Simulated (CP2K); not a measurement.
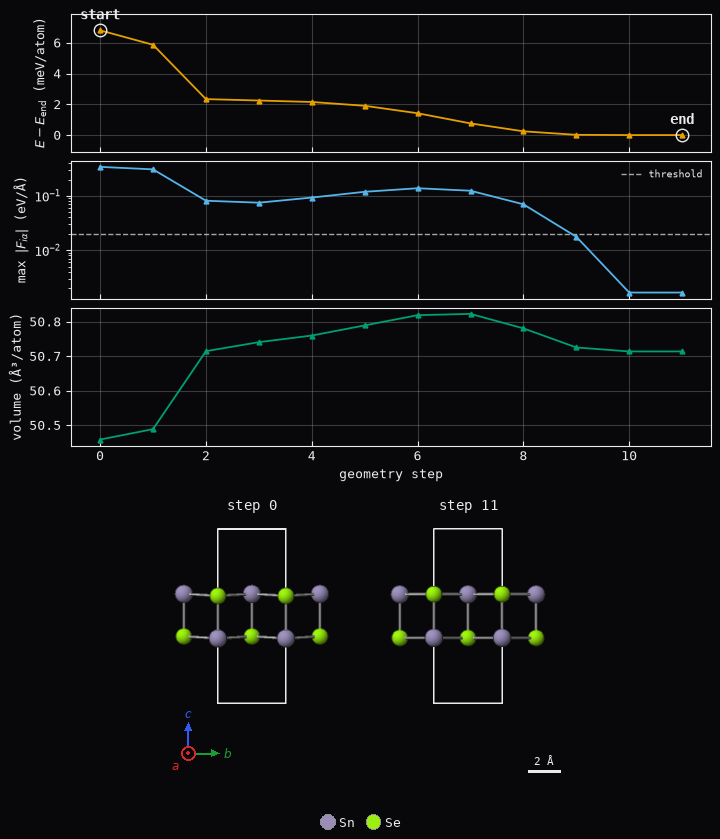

First and last geometry of a relaxation of a crystal of SnSe (set up in P4/nmm), with the history of the run. The picture is a ball-and-stick view of the cell of the calculation, seen along the a axis.

The run lets cell and atoms move.

Theory: Kohn-Sham DFT of a periodic cell, PBEsol, GTH-PBE with UZH-TZVP basis (CP2K).

The input:
```
&GLOBAL
  PROJECT snse_vcrelax
  RUN_TYPE CELL_OPT
  PRINT_LEVEL LOW
&END GLOBAL
&FORCE_EVAL
  METHOD QS
  STRESS_TENSOR ANALYTICAL
  &DFT
    BASIS_SET_FILE_NAME BASIS_MOLOPT_UZH
    POTENTIAL_FILE_NAME POTENTIAL_UZH
    &MGRID
      CUTOFF 450
      REL_CUTOFF 60
      NGRIDS 5
    &END MGRID
    &QS
      METHOD GPW
      EPS_DEFAULT 1.0E-9
      EXTRAPOLATION USE_PREV_P
    &END QS
    &KPOINTS
      SCHEME MONKHORST-PACK 5 5 2
      GAMMA_CENTERED T
    &END KPOINTS
    &SCF
      SCF_GUESS ATOMIC
      EPS_SCF 1.0E-6
      MAX_SCF 100
      ADDED_MOS 14
      CHOLESKY OFF
      EPS_EIGVAL 1.0E-7
      &DIAGONALIZATION ON
        ALGORITHM STANDARD
      &END DIAGONALIZATION
      &MIXING ON
        METHOD BROYDEN_MIXING
        ALPHA 0.4
        BETA 1.5
        NBUFFER 8
      &END MIXING
      &SMEAR ON
        METHOD FERMI_DIRAC
        ELECTRONIC_TEMPERATURE 1160.45
      &END SMEAR
    &END SCF
    &XC
      &XC_FUNCTIONAL
        &GGA_X_PBE_SOL
        &END GGA_X_PBE_SOL
        &GGA_C_PBE_SOL
        &END GGA_C_PBE_SOL
      &END XC_FUNCTIONAL
    &END XC
    &PRINT
      &KPOINTS ON
      &END KPOINTS
      &MULLIKEN ON
        &EACH
          CELL_OPT 0
        &END EACH
        ADD_LAST NUMERIC
      &END MULLIKEN
      &MO ON
        ENERGIES T
        OCCUPATION_NUMBERS T
        &EACH
          QS_SCF 0
          CELL_OPT 0
        &END EACH
        ADD_LAST NUMERIC
      &END MO
    &END PRINT
  &END DFT
  &SUBSYS
    &CELL
      A 4.2853274191 0.0000000000 0.0000000000
      B 0.0000000000 4.2853274191 0.0000000000
      C 0.0000000000 0.0000000000 10.9906921300
      PERIODIC XYZ
    &END CELL
    &COORD
      SCALED
      Sn  0.0000000000 0.5000000000 0.6277708900
      Sn  0.5000000000 0.0000000000 0.3722291100
      Se  0.0000000000 0.5000000000 0.3839605100
      Se  0.5000000000 0.0000000000 0.6160394900
    &END COORD
    &KIND Sn
      BASIS_SET TZVP-MOLOPT-PBE-GTH-q4
      POTENTIAL GTH-PBE-q4
    &END KIND
    &KIND Se
      BASIS_SET TZVP-MOLOPT-PBE-GTH-q6
      POTENTIAL GTH-PBE-q6
    &END KIND
    &PRINT
      &ATOMIC_COORDINATES ON
      &END ATOMIC_COORDINATES
      &CELL ON
      &END CELL
      &SYMMETRY ON
      &END SYMMETRY
    &END PRINT
  &END SUBSYS
  &PRINT
    &FORCES ON
    &END FORCES
    &STRESS_TENSOR ON
    &END STRESS_TENSOR
  &END PRINT
&END FORCE_EVAL
&MOTION
  &CELL_OPT
    OPTIMIZER BFGS
    MAX_ITER 40
    MAX_FORCE [eV*angstrom^-1] 0.02
    RMS_FORCE [eV*angstrom^-1] 0.02
    MAX_DR 1.0E-2
    RMS_DR 1.0E-2
    EXTERNAL_PRESSURE [bar] 0.0
    PRESSURE_TOLERANCE [bar] 500
    KEEP_SPACE_GROUP T
  &END CELL_OPT
  &PRINT
    &TRAJECTORY ON
    &END TRAJECTORY
    &CELL ON
    &END CELL
    &FORCES ON
    &END FORCES
    &STRESS ON
    &END STRESS
    &RESTART OFF
    &END RESTART
    &RESTART_HISTORY OFF
    &END RESTART_HISTORY
  &END PRINT
&END MOTION
```

Command:
```bash
OMP_NUM_THREADS=1 mpirun -n 4 cp2k.psmp -i snse_vcrelax.inp -o snse_vcrelax.out
```

Read the history and describe the run.

It converged. The energy falls by 6.8 meV per atom in 11 geometry steps. The largest force component goes from 0.34 to 0.0017 eV/Å. The largest moves relative to the cell, 0.10 Å, are those of Se atoms. By element the largest moves are Se 0.10 Å, Sn 0.04 Å. The volume changes by +0.5 %, with a = b 4.285 → 4.294 Å (+0.2 %), c 10.991 → 11.004 Å (+0.1 %). Some distances before and after: Se–Sn 2.680 → 2.746 Å. Among the angles between lasting bonds that change: Se–Sn–Se 175.1° → 179.6°, Sn–Se–Sn 175.1° → 179.6°, Se–Sn–Se 87.6° → 90.2°. The space group stays P4/nmm (No. 129).

| step | E − E(0), meV/atom | largest force component, eV/Å | pressure, GPa | volume, Å³/atom |
| --- | --- | --- | --- | --- |
| 0 | 0.00 | 0.3416 | 0.63 | 50.458 |
| 1 | -0.94 | 0.3074 | 0.55 | 50.488 |
| 2 | -4.47 | 0.0813 | 0.03 | 50.714 |
| 3 | -4.56 | 0.0748 | -0.03 | 50.741 |
| 4 | -4.65 | 0.0930 | -0.07 | 50.760 |
| 5 | -4.90 | 0.1188 | -0.14 | 50.789 |
| 6 | -5.39 | 0.1381 | -0.20 | 50.819 |
| 7 | -6.05 | 0.1243 | -0.21 | 50.823 |
| 8 | -6.56 | 0.0699 | -0.13 | 50.781 |
| 9 | -6.79 | 0.0176 | -0.01 | 50.725 |
| 10 | -6.81 | 0.0017 | 0.02 | 50.714 |
| 11 | -6.81 | 0.0017 |  | 50.714 |

Limits of the set-up: layers or molecules are held without a dispersion correction, so their spacing is unreliable.
